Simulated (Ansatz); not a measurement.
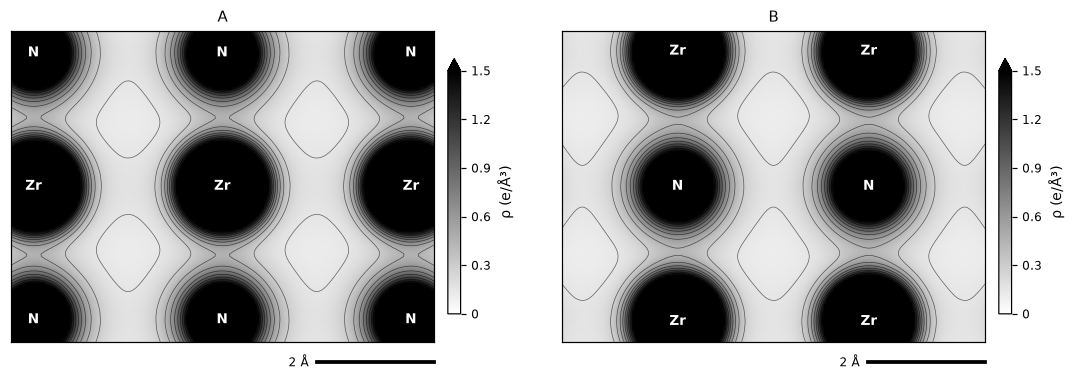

ZrN. The valence pseudo-density of two cells that differ in size, on the (011̄) plane of each (indices in the axes of the calculation cell), at one length scale and on one colour scale; one has 11.9 and the other 12.4 Å³ an atom.

Theory: DFT, LDA, PAW with Ansatz's default frozen-core files, scalar-relativistic in Ansatz 0.2.0.

The larger cell:

```xyz
2
Lattice="0.0000 2.3143 2.3143 2.3143 0.0000 2.3143 2.3143 2.3143 0.0000" Properties=species:S:1:pos:R:3 pbc="T T T"
Zr    0.0000    0.0000    0.0000
N     2.3143    2.3143    2.3143
```

The smaller cell: a = 3.230 Å, b = 3.230 Å, c = 3.230 Å, α = 60.00°, β = 60.00°, γ = 60.00°.

> Which is the denser cell? Describe the effect of the change.

Panel A is the smaller cell, by 4 % in volume. From the larger cell to the smaller, Zr–N goes from 2.31 to 2.28 Å, and the density at its midpoint from 0.44 to 0.47 e/Å³; the pressure goes from −17 to −8 GPa.
